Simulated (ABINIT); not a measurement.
**Run report: PbTe, dielectric calculation (part 2 of 2)**

The same run, continued: PbTe (Fm-3m, 2 atoms in the cell); Kohn-Sham DFT of a periodic cell, PBE, PseudoDojo NC SR PBE v0.4.1 standard, no spin polarisation (ABINIT 10.8.3); cutoff 925.19 eV, 2×2×2 k-mesh, fixed occupations. The structure derives from an entry of the Crystallography Open Database. The settings are looser than a standard set-up, so the numbers are not reference values.

Geometry of the input (Å; fractional positions):
```
0.0000  3.2310  3.2310
3.2310  0.0000  3.2310
3.2310  3.2310  0.0000
Pb 0.0000  0.0000  0.0000
Te 0.5000  0.5000  0.5000
```

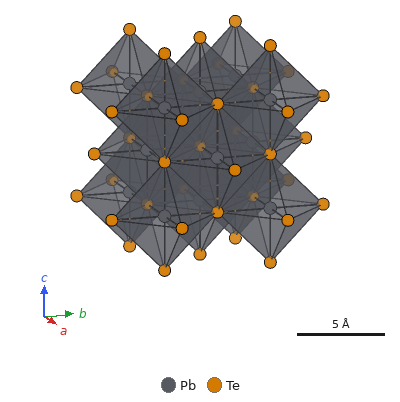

The structure as given in the input (polyhedral view of the cell 4 times as large as that of the calculation, set on its symmetry axes, seen slightly off an axis; polyhedra are completed across the faces of the cell).

**What the program printed, continued**
```
================================================================================
== DATASET  2 ==================================================================

--- !DatasetInfo
iteration_state: {dtset: 2, }
dimensions: {natom: 2, nkpt: 16, mband: 15, nsppol: 1, nspinor: 1, nspden: 1, mpw: 4321, }
cutoff_energies: {ecut:  34.0, pawecutdg:  -1.0, }
electrons: {nelect:   3.00000000E+01, charge:   0.00000000E+00, occopt:   1.00000000E+00, tsmear:   1.00000000E-02, }
meta: {optdriver: 1, rfelfd: 2, }
...

 mkfilename : getwfk/=0, take file _WFK from output of DATASET   1.

 Exchange-correlation functional for the present dataset will be:
  GGA: Perdew-Burke-Ernzerhof functional - ixc=11
  J.P.Perdew, K.Burke, M.Ernzerhof, PRL 77, 3865 (1996)

 Real(R)+Recip(G) space primitive vectors, cartesian coordinates (Bohr,Bohr^-1):
 R(1)=  0.0000000  6.1057051  6.1057051  G(1)= -0.0818906  0.0818906  0.0818906
 R(2)=  6.1057051  0.0000000  6.1057051  G(2)=  0.0818906 -0.0818906  0.0818906
 R(3)=  6.1057051  6.1057051  0.0000000  G(3)=  0.0818906  0.0818906 -0.0818906
 Unit cell volume ucvol=  4.5523691E+02 bohr^3
 Angles (23,13,12)=  6.00000000E+01  6.00000000E+01  6.00000000E+01 degrees
 setup1 : take into account q-point for computing boxcut.

 getcut: wavevector=  0.0000  0.0000  0.0000  ngfft=  48  48  48
         ecut(hartree)=     34.000   => boxcut(ratio)=   2.11780
--------------------------------------------------------------------------------

 ==>  initialize data related to q vector <==

 The list of irreducible perturbations for this q vector is:
    1)    idir= 1    ipert=   3
    2)    idir= 2    ipert=   3
    3)    idir= 3    ipert=   3

================================================================================

--------------------------------------------------------------------------------
 Perturbation wavevector (in red.coord.)   0.000000  0.000000  0.000000
 Perturbation : derivative vs k along direction   1
 The set of symmetries contains only one element for this perturbation.
 symkpt : not enough symmetry to change the number of k points.

--------------------------------------------------------------------------------

--------------------------------------------------------------------------------

 Initialisation of the first-order wave-functions :
  ireadwf=   0

--- !BeginCycle
iteration_state: {dtset: 2, }
solver: {iscf: -3, nstep: 80, nline: 4, wfoptalg: 0, }
tolerances: {tolwfr: 1.00E-18, }
...

     iter   2DEtotal(Ha)        deltaE(Ha) residm    vres2
-ETOT  1  -52.926274758408     -5.293E+01 5.369E-02 0.000E+00
 ETOT  2  -52.973349472850     -4.707E-02 4.853E-04 0.000E+00
 ETOT  3  -52.973456837520     -1.074E-04 4.081E-06 0.000E+00
 ETOT  4  -52.973457590045     -7.525E-07 3.590E-08 0.000E+00
 ETOT  5  -52.973457597272     -7.227E-09 4.660E-10 0.000E+00
 ETOT  6  -52.973457597358     -8.581E-11 1.871E-11 0.000E+00
 ETOT  7  -52.973457597360     -1.307E-12 1.818E-13 0.000E+00
 ETOT  8  -52.973457597359      7.105E-14 1.018E-14 0.000E+00
 ETOT  9  -52.973457597360     -5.684E-14 1.014E-16 0.000E+00
 ETOT 10  -52.973457597360     -3.553E-14 5.631E-18 0.000E+00
 ETOT 11  -52.973457597360      2.842E-14 9.879E-19 0.000E+00

 At SCF step   11   max residual=  9.88E-19 < tolwfr=  1.00E-18 =>converged.
================================================================================

 ----iterations are completed or convergence reached----

 Mean square residual over all n,k,spin=   52.223E-20; max=  98.792E-20
 dfpt_looppert : ek2=    4.7654136049E+01
          f-sum rule ratio=    8.8950439190E-01
 Expectation of eigenvalue derivatives (hartree) for nkpt=  16  k points:
  (in case of degenerate eigenvalues, averaged derivative)
 kpt#   1, nband= 15, wtk=  0.06250, kpt= -0.2500  0.5000  0.0000 (reduced coord)
   0.00005   -0.00002    0.00006   -0.00005   -0.00003    0.00584   -0.00324    0.00213
  -0.00183   -0.00092   -0.03000   -0.14439    0.34544    0.18649    0.24433
 prteigrs : prtvol=0 or 1, do not print more k-points.

 2DEtotal=   -0.5297345760E+02 Ha. Also 2DEtotal=   -0.144148121547E+04 eV
    (  non-var. 2DEtotal :   -5.2973457596E+01 Ha)

--------------------------------------------------------------------------------
 Perturbation wavevector (in red.coord.)   0.000000  0.000000  0.000000
 Perturbation : derivative vs k along direction   2
 The set of symmetries contains only one element for this perturbation.
 symkpt : not enough symmetry to change the number of k points.

--------------------------------------------------------------------------------

--------------------------------------------------------------------------------

 Initialisation of the first-order wave-functions :
  ireadwf=   0

--- !BeginCycle
iteration_state: {dtset: 2, }
solver: {iscf: -3, nstep: 80, nline: 4, wfoptalg: 0, }
tolerances: {tolwfr: 1.00E-18, }
...

     iter   2DEtotal(Ha)        deltaE(Ha) residm    vres2
-ETOT  1  -52.926274758256     -5.293E+01 5.369E-02 0.000E+00
 ETOT  2  -52.973349472699     -4.707E-02 4.853E-04 0.000E+00
 ETOT  3  -52.973456837368     -1.074E-04 4.081E-06 0.000E+00
 ETOT  4  -52.973457589894     -7.525E-07 3.590E-08 0.000E+00
 ETOT  5  -52.973457597121     -7.227E-09 4.660E-10 0.000E+00
 ETOT  6  -52.973457597207     -8.576E-11 1.871E-11 0.000E+00
 ETOT  7  -52.973457597208     -1.194E-12 1.818E-13 0.000E+00
 ETOT  8  -52.973457597208     -4.974E-14 1.018E-14 0.000E+00
 ETOT  9  -52.973457597208     -2.132E-14 1.014E-16 0.000E+00
 ETOT 10  -52.973457597208     -1.421E-14 5.631E-18 0.000E+00
 ETOT 11  -52.973457597208      4.263E-14 9.879E-19 0.000E+00

 At SCF step   11   max residual=  9.88E-19 < tolwfr=  1.00E-18 =>converged.
================================================================================

 ----iterations are completed or convergence reached----

 Mean square residual over all n,k,spin=   52.067E-20; max=  98.792E-20
 dfpt_looppert : ek2=    4.7654136049E+01
          f-sum rule ratio=    8.8950439188E-01
 Expectation of eigenvalue derivatives (hartree) for nkpt=  16  k points:
  (in case of degenerate eigenvalues, averaged derivative)
 kpt#   1, nband= 15, wtk=  0.06250, kpt= -0.2500  0.5000  0.0000 (reduced coord)
  -0.00000   -0.00000   -0.00005    0.00002   -0.00000   -0.00087    0.00192   -0.00179
   0.00059   -0.00001   -0.09995    0.15510    0.14140   -0.09032   -0.12394
 prteigrs : prtvol=0 or 1, do not print more k-points.

 2DEtotal=   -0.5297345760E+02 Ha. Also 2DEtotal=   -0.144148121546E+04 eV
    (  non-var. 2DEtotal :   -5.2973457596E+01 Ha)

--------------------------------------------------------------------------------
 Perturbation wavevector (in red.coord.)   0.000000  0.000000  0.000000
 Perturbation : derivative vs k along direction   3
 The set of symmetries contains only one element for this perturbation.
 symkpt : not enough symmetry to change the number of k points.

--------------------------------------------------------------------------------

--------------------------------------------------------------------------------

 Initialisation of the first-order wave-functions :
  ireadwf=   0

--- !BeginCycle
iteration_state: {dtset: 2, }
solver: {iscf: -3, nstep: 80, nline: 4, wfoptalg: 0, }
tolerances: {tolwfr: 1.00E-18, }
...

     iter   2DEtotal(Ha)        deltaE(Ha) residm    vres2
-ETOT  1  -52.926274758104     -5.293E+01 5.369E-02 0.000E+00
 ETOT  2  -52.973349472548     -4.707E-02 4.853E-04 0.000E+00
 ETOT  3  -52.973456837217     -1.074E-04 4.081E-06 0.000E+00
 ETOT  4  -52.973457589742     -7.525E-07 3.590E-08 0.000E+00
 ETOT  5  -52.973457596969     -7.227E-09 4.660E-10 0.000E+00
 ETOT  6  -52.973457597055     -8.582E-11 1.871E-11 0.000E+00
 ETOT  7  -52.973457597056     -1.307E-12 1.818E-13 0.000E+00
 ETOT  8  -52.973457597057     -4.974E-14 1.018E-14 0.000E+00
 ETOT  9  -52.973457597057     -3.553E-14 1.014E-16 0.000E+00
 ETOT 10  -52.973457597057      4.263E-14 5.631E-18 0.000E+00
 ETOT 11  -52.973457597057     -2.132E-14 9.879E-19 0.000E+00

 At SCF step   11   max residual=  9.88E-19 < tolwfr=  1.00E-18 =>converged.
================================================================================

 ----iterations are completed or convergence reached----

 Mean square residual over all n,k,spin=   52.164E-20; max=  98.792E-20
 dfpt_looppert : ek2=    4.7654136049E+01
          f-sum rule ratio=    8.8950439186E-01
 Expectation of eigenvalue derivatives (hartree) for nkpt=  16  k points:
  (in case of degenerate eigenvalues, averaged derivative)
 kpt#   1, nband= 15, wtk=  0.06250, kpt= -0.2500  0.5000  0.0000 (reduced coord)
  -0.00002    0.00001   -0.00000    0.00002    0.00001   -0.00248    0.00066   -0.00017
   0.00062    0.00046    0.06497   -0.00536   -0.24342   -0.04809   -0.06019
 prteigrs : prtvol=0 or 1, do not print more k-points.

 2DEtotal=   -0.5297345760E+02 Ha. Also 2DEtotal=   -0.144148121546E+04 eV
    (  non-var. 2DEtotal :   -5.2973457595E+01 Ha)
================================================================================

 ---- first-order wavefunction calculations are completed ----

 Total localisation tensor (bohr^2) in cartesian coordinates
  WARNING : still subject to testing - especially symmetries.
      direction              matrix element
   alpha     beta       real part   imaginary part
     1        1       1.2409767636    0.0000000000
     1        2       0.6204883818    0.0000000000
     1        3       0.6204883818   -0.0000000000
     2        1       0.6204883818    0.0000000000
     2        2       1.2409767636    0.0000000000
     2        3       0.6204883818   -0.0000000000
     3        1       0.6204883818   -0.0000000000
     3        2       0.6204883818   -0.0000000000
     3        3       1.2409767636   -0.0000000000

 respfn : d/dk was computed, but no 2DTE, so no DDB output.

================================================================================
== DATASET  3 ==================================================================

--- !DatasetInfo
iteration_state: {dtset: 3, }
dimensions: {natom: 2, nkpt: 16, mband: 15, nsppol: 1, nspinor: 1, nspden: 1, mpw: 4321, }
cutoff_energies: {ecut:  34.0, pawecutdg:  -1.0, }
electrons: {nelect:   3.00000000E+01, charge:   0.00000000E+00, occopt:   1.00000000E+00, tsmear:   1.00000000E-02, }
meta: {optdriver: 1, rfelfd: 3, }
...

 mkfilename : getwfk/=0, take file _WFK from output of DATASET   1.

 mkfilename : getddk/=0, take file _1WF from output of DATASET   2.

 Exchange-correlation functional for the present dataset will be:
  GGA: Perdew-Burke-Ernzerhof functional - ixc=11
  J.P.Perdew, K.Burke, M.Ernzerhof, PRL 77, 3865 (1996)

 Real(R)+Recip(G) space primitive vectors, cartesian coordinates (Bohr,Bohr^-1):
 R(1)=  0.0000000  6.1057051  6.1057051  G(1)= -0.0818906  0.0818906  0.0818906
 R(2)=  6.1057051  0.0000000  6.1057051  G(2)=  0.0818906 -0.0818906  0.0818906
 R(3)=  6.1057051  6.1057051  0.0000000  G(3)=  0.0818906  0.0818906 -0.0818906
 Unit cell volume ucvol=  4.5523691E+02 bohr^3
 Angles (23,13,12)=  6.00000000E+01  6.00000000E+01  6.00000000E+01 degrees
 setup1 : take into account q-point for computing boxcut.

 getcut: wavevector=  0.0000  0.0000  0.0000  ngfft=  48  48  48
         ecut(hartree)=     34.000   => boxcut(ratio)=   2.11780
--------------------------------------------------------------------------------

 ==>  initialize data related to q vector <==

 The list of irreducible perturbations for this q vector is:
    1)    idir= 1    ipert=   4

================================================================================

 The perturbation idir=   2  ipert=   4 is
 symmetric of a previously calculated perturbation.
 So, its SCF calculation is not needed.

 The perturbation idir=   3  ipert=   4 is
 symmetric of a previously calculated perturbation.
 So, its SCF calculation is not needed.

--------------------------------------------------------------------------------
 Perturbation wavevector (in red.coord.)   0.000000  0.000000  0.000000
 Perturbation : homogeneous electric field along direction   1
 The set of symmetries contains only one element for this perturbation.
 symkpt : not enough symmetry to change the number of k points.

--------------------------------------------------------------------------------

--------------------------------------------------------------------------------

 Initialisation of the first-order wave-functions :
  ireadwf=   0

--- !BeginCycle
iteration_state: {dtset: 3, }
solver: {iscf: 7, nstep: 80, nline: 4, wfoptalg: 0, }
tolerances: {tolvrs: 1.00E-08, }
...

     iter   2DEtotal(Ha)        deltaE(Ha) residm    vres2
-ETOT  1  -99.359462029358     -9.936E+01 1.652E+00 5.808E+04
 ETOT  2  -111.10685376586     -1.175E+01 6.591E-02 1.345E+04
 ETOT  3  -116.18636335099     -5.080E+00 4.907E-03 6.229E+02
 ETOT  4  -116.36844053200     -1.821E-01 2.497E-04 1.036E+01
 ETOT  5  -116.37149262141     -3.052E-03 1.798E-05 1.849E+00
 ETOT  6  -116.37200970431     -5.171E-04 1.036E-06 5.056E-03
 ETOT  7  -116.37201144680     -1.742E-06 9.202E-09 1.261E-04
 ETOT  8  -116.37201147451     -2.771E-08 2.306E-10 1.317E-06
 ETOT  9  -116.37201147479     -2.866E-10 6.604E-12 2.729E-07
 ETOT 10  -116.37201147487     -8.092E-11 1.698E-13 8.163E-09

 At SCF step   10       vres2   =  8.16E-09 < tolvrs=  1.00E-08 =>converged.
-open ddk wf file :runo_DS2_1WF7
-open ddk wf file :runo_DS2_1WF8
-open ddk wf file :runo_DS2_1WF9
================================================================================

 ----iterations are completed or convergence reached----

 Mean square residual over all n,k,spin=   13.515E-15; max=  16.980E-14

 2DEtotal=   -0.1163720115E+03 Ha. Also 2DEtotal=   -0.316664375246E+04 eV
    (  non-var. 2DEtotal :   -1.1637200924E+02 Ha)
================================================================================

 ---- first-order wavefunction calculations are completed ----

 ==> Compute Derivative Database <==
 The violation of the charge neutrality conditions
 by the effective charges is as follows :
    atom        electric field
 displacement     direction
       1               1        3.314868        0.000000
       1               2        0.000000        0.000000
       1               3        0.000000        0.000000
       2               1        0.000000        0.000000
       2               2        3.314868        0.000000
       2               3       -0.000000        0.000000
       3               1       -0.000000        0.000000
       3               2       -0.000000        0.000000
       3               3        3.314868        0.000000

 Effective charge tensors after
 imposition of the charge neutrality (if requested by user),
 and eventual restriction to some part :
   atom    displacement
         1         1    2.169669E+00   -1.277633E-15   -9.766184E-16
         1         2   -3.894548E-16    2.169669E+00    9.967801E-16
         1         3    3.894548E-16    1.277633E-15    2.169669E+00
         2         1   -2.169669E+00    1.277633E-15    9.766184E-16
         2         2    3.894548E-16   -2.169669E+00   -9.967801E-16
         2         3   -3.894548E-16   -1.277633E-15   -2.169669E+00
 Now, the imaginary part of the dynamical matrix is zeroed

  Dielectric tensor, in cartesian coordinates,
     j1       j2             matrix element
  dir pert dir pert     real part    imaginary part

   1    4   1    4         5.0445627335        -0.0000000000

   2    4   2    4         5.0445627335        -0.0000000000

   3    4   3    4         5.0445627335        -0.0000000000

  Effective charges, in cartesian coordinates,
  (from electric field response)
   if specified in the inputs, charge neutrality has been imposed
     j1       j2             matrix element
  dir pert dir pert     real part    imaginary part

   1    1   1    4         2.1696694226         0.0000000000
   1    2   1    4        -2.1696694226         0.0000000000

   2    1   2    4         2.1696694226         0.0000000000
   2    2   2    4        -2.1696694226         0.0000000000

   3    1   3    4         2.1696694226         0.0000000000
   3    2   3    4        -2.1696694226         0.0000000000

== END DATASET(S) ==============================================================
================================================================================

 -outvars: echo values of variables after computation  --------
            acell      8.6347709725E+00  8.6347709725E+00  8.6347709725E+00 Bohr
           etotal1    -1.7529081630E+02
           etotal2    -5.2973457597E+01
           etotal3    -1.1637201147E+02
            fcart1    -0.0000000000E+00 -0.0000000000E+00 -0.0000000000E+00
                      -0.0000000000E+00 -0.0000000000E+00 -0.0000000000E+00
            fcart3     0.0000000000E+00  0.0000000000E+00  0.0000000000E+00
                       0.0000000000E+00  0.0000000000E+00  0.0000000000E+00
            rprim      0.0000000000E+00  7.0710678120E-01  7.0710678120E-01
                       7.0710678120E-01  0.0000000000E+00  7.0710678120E-01
                       7.0710678120E-01  7.0710678120E-01  0.0000000000E+00
           strten1    -1.1662738541E-06 -1.1662738541E-06 -1.1662738541E-06
                       0.0000000000E+00  0.0000000000E+00  0.0000000000E+00
           strten3     0.0000000000E+00  0.0000000000E+00  0.0000000000E+00
                       0.0000000000E+00  0.0000000000E+00  0.0000000000E+00
           xangst      0.0000000000E+00  0.0000000000E+00  0.0000000000E+00
                       3.2309999979E+00  3.2309999979E+00  3.2309999979E+00
             xred      0.0000000000E+00  0.0000000000E+00  0.0000000000E+00
                       5.0000000000E-01  5.0000000000E-01  5.0000000000E-01
 Calculation completed.
```

**Summary**

| quantity | value |
| --- | --- |
| outcome | converged |
| space group (tolerance 0.01 Å) | Fm-3m (225) |
| electrons treated | 30 |
| free energy | −4769.9061 eV |
| Fermi energy | 3.483 eV |
| pressure | 0.03 GPa |
| largest force (length of the vector) | under 0.001 eV/Å |
| ε∞ (xx, yy, zz) | 5.04, 5.04, 5.04 |
| Born charges (mean of the diagonal) | Pb1 (2.17 e); Te2 (−2.17 e) |
| hardware | 1 thread of Arm Neoverse V2, 24 GiB of memory available, shared host |
| wall time | 1.9 min |
| peak memory | 0.14 GiB |

The settings depart from the standard set-up of this series, which can bear on the numbers. Points of doubt noted for this run: cutoff too low for stress; k mesh coarse for field response. Spin–orbit coupling is left out, which matters for Pb.
